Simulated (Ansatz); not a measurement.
**Single-point calculation, with input and output: GaN (part 2 of 2)**

GaN (F-43m, 54 atoms in the cell); DFT PBE, scalar-relativistic, plane waves, PAW, no spin polarisation (Ansatz 0.2.0); cutoff 420 eV, 2×2×2 k-mesh, Gaussian smearing of 0.05 eV. The structure derives from a Materials Project entry.

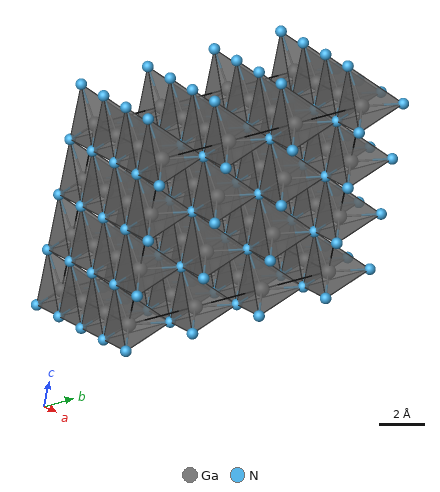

Figure 1. The input geometry (polyhedral view of the cell of the calculation, seen slightly off an axis; polyhedra are completed across the faces of the cell). An atom can appear more than once, as a periodic image.

### Output, continued
```
--- Forces (eV/Å), atoms counted from 1 ---
  atom   1  Ga    -0.00000000     0.00000000    -0.00000000
  atom   2  Ga    -0.00000000     0.00000000    -0.00000000
  atom   3  Ga    -0.00000000     0.00000000    -0.00000000
  atom   4  Ga    -0.00000000     0.00000000    -0.00000000
  atom   5  Ga    -0.00000000     0.00000000    -0.00000000
  atom   6  Ga    -0.00000000    -0.00000000    -0.00000000
  atom   7  Ga    -0.00000000     0.00000000    -0.00000000
  atom   8  Ga    -0.00000000    -0.00000000    -0.00000000
  atom   9  Ga    -0.00000000    -0.00000000    -0.00000000
  atom  10  Ga    -0.00000000    -0.00000000    -0.00000000
  atom  11  Ga    -0.00000000     0.00000000    -0.00000000
  atom  12  Ga    -0.00000000     0.00000000    -0.00000000
  atom  13  Ga    -0.00000000    -0.00000000    -0.00000000
  atom  14  Ga    -0.00000000    -0.00000000    -0.00000000
  atom  15  Ga    -0.00000000    -0.00000000    -0.00000000
  atom  16  Ga    -0.00000000    -0.00000000    -0.00000000
  atom  17  Ga    -0.00000000    -0.00000000    -0.00000000
  atom  18  Ga    -0.00000000    -0.00000000    -0.00000000
  atom  19  Ga    -0.00000000    -0.00000000    -0.00000000
  atom  20  Ga    -0.00000000     0.00000000    -0.00000000
  atom  21  Ga    -0.00000000    -0.00000000    -0.00000000
  atom  22  Ga    -0.00000000    -0.00000000    -0.00000000
  atom  23  Ga    -0.00000000     0.00000000    -0.00000000
  atom  24  Ga    -0.00000000     0.00000000     0.00000000
  atom  25  Ga    -0.00000000     0.00000000    -0.00000000
  atom  26  Ga    -0.00000000     0.00000000    -0.00000000
  atom  27  Ga    -0.00000000    -0.00000000    -0.00000000
  atom  28  N      0.00000000     0.00000000     0.00000000
  atom  29  N      0.00000000     0.00000000     0.00000000
  atom  30  N      0.00000000     0.00000000     0.00000000
  atom  31  N      0.00000000     0.00000000    -0.00000000
  atom  32  N      0.00000000     0.00000000    -0.00000000
  atom  33  N      0.00000000    -0.00000000    -0.00000000
  atom  34  N      0.00000000     0.00000000     0.00000000
  atom  35  N      0.00000000    -0.00000000     0.00000000
  atom  36  N      0.00000000     0.00000000    -0.00000000
  atom  37  N      0.00000000    -0.00000000     0.00000000
  atom  38  N      0.00000000    -0.00000000     0.00000000
  atom  39  N      0.00000000     0.00000000     0.00000000
  atom  40  N      0.00000000    -0.00000000    -0.00000000
  atom  41  N      0.00000000     0.00000000     0.00000000
  atom  42  N      0.00000000    -0.00000000     0.00000000
  atom  43  N      0.00000000    -0.00000000     0.00000000
  atom  44  N      0.00000000     0.00000000     0.00000000
  atom  45  N      0.00000000    -0.00000000     0.00000000
  atom  46  N      0.00000000     0.00000000     0.00000000
  atom  47  N      0.00000000    -0.00000000     0.00000000
  atom  48  N      0.00000000     0.00000000     0.00000000
  atom  49  N      0.00000000    -0.00000000     0.00000000
  atom  50  N      0.00000000     0.00000000    -0.00000000
  atom  51  N      0.00000000    -0.00000000     0.00000000
  atom  52  N      0.00000000     0.00000000     0.00000000
  atom  53  N      0.00000000     0.00000000     0.00000000
  atom  54  N      0.00000000     0.00000000     0.00000000
  max |Σ_I F_I| component: 4.56e-16 eV/Å
--- Band table (eV) ---
  k-point 0: bands = ["-6.2777", "-5.5374", "-5.5374", "-5.5374", "-5.5374", "-5.5374", "-5.5374", "-5.5374", "-5.5374", "-5.3625", ... 71 levels left out ..., "-3.6159", "-3.6159", "-3.6159", "-3.6159", "-3.6159", "-3.6159", "-3.6159", "-3.5647", "-3.5647", "-3.5647", "-3.5647", "-3.5647", "-3.5647", "-3.5647", "-3.5647", "-3.5647", "-3.5647", "-3.5647", "-3.5647", "-3.5204", "-3.5204", "-3.5022", "-3.5022", "-3.5022", "-3.5022", "-3.5022", "-3.5022", "-3.5022", "-3.5022",
      "-3.5022", "-3.5022", "-3.5022", "-3.5022", "-3.4998", "-3.4998", "-3.4998", "-3.4998", "-3.4998", "-3.4998", "-3.4998", "-3.4998", "-3.4998", "-3.4998", "-3.4998", "-3.4998", "-3.4998", "-3.4998", "-3.4998", "-3.4998", "-3.4636", "-3.4636", "-3.4636", "-3.4636", "-3.4636", "-3.4636", "-3.0358", "-3.0358", "-3.0358", "-3.0358", "-3.0358", "-3.0358", "-3.0358", "-3.0358", "-2.7917", "-2.7917", "-2.7917", "-2.7917", "-2.7917", "-2.7917",
      "-1.7621", "-1.7621", "-1.7621", "-1.7621", "-1.7621", "-1.7621", "-1.7621", "-1.7621", "-1.7621", "-1.7621", "-1.7621", "-1.7621", "3.8026", "3.8026", "3.8026", "3.8026", "3.8026", "3.8026", "3.8026", "3.8026", "3.8026", "3.8026", "3.8026", "3.8026", "4.2958", "4.2958", "4.2958", "4.2958", "4.2958", "4.2958", "4.2958", "4.2958", "4.9935", "4.9935", "4.9935", "4.9935", "4.9935", "4.9935", "5.3527", "5.3527",
      "5.3527", "5.3527", "5.3527", "5.3527", "5.3527", "5.3527", "5.3527", "5.3527", "5.3527", "5.3527", "7.5367", "7.5367", "7.5367", "7.5367", "7.5367", "7.5367", "7.5367", "7.5367", "7.5367", "7.5367", "7.5367", "7.5367", "7.8412", "7.8412", "7.8412", "7.8412", "7.8412", "7.8412", "7.8412", "7.8412", "7.8412", "7.8412", "7.8412", "7.8412", "8.9033", "8.9033", "8.9033", "8.9033", "8.9033", "8.9033",
      "8.9033", "8.9033", "8.9033", "8.9033", "8.9033", "8.9033", "8.9033", "8.9033", "8.9033", "8.9033", "9.6548", "9.6548", "9.6548", "11.3697", "13.8948", "13.8948", "13.8948", "13.8948", "13.8948", "13.8948", "14.1149", "14.1149", "14.1149", "14.1149", "14.1149", "14.1149", "14.1149", "14.1149", "15.3925", "15.3925", "15.3925", "15.3925", "15.3925", "15.3925", "15.3925", "15.3925", "15.3925", "15.3925", "15.3925", "15.3925",
      "16.6269", "16.6269", "16.6269", "16.6269", "16.6269", "16.6269", "17.4899", "17.4899", "17.4899", "17.4899", "17.4899"]
  k-point 1: bands = ["-5.9971", "-5.9971", "-5.5288", "-5.5288", "-5.5288", "-5.5288", "-5.5288", "-5.5288", "-5.3921", "-5.3768", ... 71 levels left out ..., "-3.6036", "-3.6036", "-3.5893", "-3.5893", "-3.5893", "-3.5893", "-3.5893", "-3.5893", "-3.5841", "-3.5841", "-3.5841", "-3.5841", "-3.5841", "-3.5841", "-3.5427", "-3.5427", "-3.5427", "-3.5427", "-3.5427", "-3.5427", "-3.5219", "-3.5219", "-3.5219", "-3.5219", "-3.5157", "-3.5157", "-3.5157", "-3.5157", "-3.5157",
      "-3.5157", "-3.5133", "-3.5133", "-3.5133", "-3.5133", "-3.5133", "-3.5133", "-3.4975", "-3.4975", "-3.4975", "-3.4975", "-3.4975", "-3.4975", "-3.4805", "-3.4805", "-3.4805", "-3.4805", "-3.4805", "-3.4805", "-3.4736", "-3.4736", "-3.4602", "-3.4602", "-3.4602", "-3.4602", "-3.4602", "-3.4602", "-3.1336", "-3.1336", "-3.1336", "-3.1336", "-3.1336", "-3.1336", "-2.4514", "-2.4514", "-2.4514", "-2.4514", "-2.4514", "-2.4514", "-2.2565",
      "-1.9797", "-1.9797", "-1.9797", "-1.9797", "-1.9797", "-1.9797", "-1.7603", "-1.7603", "-1.7603", "-1.7603", "-1.7603", "-1.7603", "2.6172", "3.6239", "3.6239", "3.6239", "3.6239", "3.6239", "3.6239", "3.7281", "3.7281", "3.7281", "3.7281", "3.7281", "3.7281", "3.9078", "3.9078", "3.9078", "3.9078", "3.9078", "3.9078", "5.2953", "5.2953", "5.2953", "5.2953", "5.2953", "5.2953", "5.9406", "5.9406", "5.9406",
      "5.9406", "5.9406", "5.9406", "6.2962", "6.2962", "6.2962", "6.2962", "6.2962", "6.2962", "7.1171", "7.1171", "7.1171", "7.1171", "7.1171", "7.1171", "7.2843", "7.2843", "7.2843", "7.2843", "7.2843", "7.2843", "7.3366", "7.3366", "7.3366", "7.3366", "7.3366", "7.3366", "7.3698", "7.3698", "8.1849", "8.1849", "8.1849", "8.1849", "8.1849", "8.1849", "8.2904", "8.2904", "8.2904", "8.2904", "8.2904",
      "8.2904", "8.6416", "8.6416", "8.6416", "8.6416", "8.6416", "8.6416", "8.6876", "8.6876", "9.3839", "9.3839", "9.3839", "9.3839", "12.9815", "12.9815", "14.1616", "14.1616", "14.1616", "14.1616", "14.1616", "14.1616", "14.2903", "14.6577", "14.6577", "14.6577", "14.6577", "14.6577", "14.6577", "15.5973", "15.5973", "15.5973", "15.5973", "15.5973", "15.5973", "16.1765", "16.1765", "16.1765", "16.1765", "16.1765", "16.1765",
      "17.0782", "17.0782", "17.0782", "17.0782", "17.0782", "17.0782", "17.1677", "17.1677", "17.1677", "17.1677", "17.1677"]
  k-point 2: bands = ["-5.9081", "-5.9081", "-5.6658", "-5.6658", "-5.6658", "-5.6658", "-5.3375", "-5.3375", "-5.3375", "-5.3375", ... 71 levels left out ..., "-3.6349", "-3.5778", "-3.5778", "-3.5778", "-3.5778", "-3.5778", "-3.5778", "-3.5778", "-3.5778", "-3.5478", "-3.5478", "-3.5478", "-3.5478", "-3.5419", "-3.5419", "-3.5419", "-3.5419", "-3.5402", "-3.5402", "-3.5402", "-3.5402", "-3.5402", "-3.5402", "-3.5402", "-3.5402", "-3.5358", "-3.5358", "-3.5284", "-3.5284",
      "-3.5282", "-3.5282", "-3.5282", "-3.5282", "-3.5015", "-3.5015", "-3.4840", "-3.4840", "-3.4840", "-3.4840", "-3.4840", "-3.4840", "-3.4840", "-3.4840", "-3.4812", "-3.4812", "-3.4812", "-3.4812", "-3.4711", "-3.4711", "-3.4711", "-3.4711", "-3.4711", "-3.4711", "-3.4711", "-3.4711", "-3.4446", "-3.3331", "-3.3331", "-3.3331", "-3.3331", "-2.3816", "-2.3816", "-2.3816", "-2.3816", "-2.3816", "-2.3816", "-2.3816", "-2.3816", "-2.1808",
      "-2.1808", "-2.1808", "-2.1808", "-2.1808", "-2.1808", "-2.1808", "-2.1808", "-1.8263", "-1.6127", "-1.6127", "-1.6127", "-1.6127", "3.1926", "3.1926", "3.1926", "3.1926", "3.1926", "3.1926", "3.1926", "3.1926", "3.5290", "3.8235", "3.8235", "3.8235", "3.8235", "4.3417", "4.3417", "4.3417", "4.3417", "4.3417", "4.3417", "4.3417", "4.3417", "5.9268", "5.9268", "5.9268", "5.9268", "6.2244", "6.2244", "6.2244",
      "6.2244", "6.2263", "6.2263", "6.2263", "6.2263", "6.5191", "6.5191", "6.5191", "6.5191", "6.5191", "6.5191", "6.5191", "6.5191", "6.9526", "6.9526", "7.3850", "7.3850", "7.3850", "7.3850", "7.3850", "7.3850", "7.3850", "7.3850", "7.5168", "7.5168", "7.7965", "7.7965", "7.7965", "7.7965", "7.7965", "7.7965", "7.7965", "7.7965", "7.9208", "7.9208", "7.9208", "7.9208", "8.1938", "8.1938", "8.1938",
      "8.1938", "8.1938", "8.1938", "8.1938", "8.1938", "8.8648", "8.8648", "8.8648", "8.8648", "9.2504", "9.2504", "9.2504", "9.2504", "13.0057", "13.4980", "13.4980", "14.4303", "14.4303", "14.4303", "14.4303", "14.9505", "14.9505", "14.9505", "14.9505", "15.3830", "15.3830", "15.3830", "15.3830", "15.3830", "15.3830", "15.3830", "15.3830", "15.5974", "15.5974", "15.5974", "15.5974", "15.5974", "15.5974", "15.5974", "15.5974",
      "16.3188", "17.2567", "17.2567", "17.2567", "17.2567", "17.2567", "17.2567", "17.2567", "17.2567", "17.2882", "17.2882"]
```

### Results in brief

| quantity | value |
| --- | --- |
| outcome | converged |
| space group (tolerance 0.01 Å) | F-43m (216) |
| electrons treated | 486 |
| free energy | −112533.1275 eV |
| Fermi energy | 10.513 eV |
| gap on the k-point mesh | 1.71 eV |
| largest force (length of the vector) | under 0.001 eV/Å |
| hardware | 8 threads of Arm Neoverse N1, 24 GiB of memory available, shared host |
| wall time | 8.2 s (CPU time 62 s) |
| peak memory | 2.8 GiB |

### Notes

Warnings of the run: the structure was made exactly symmetric.
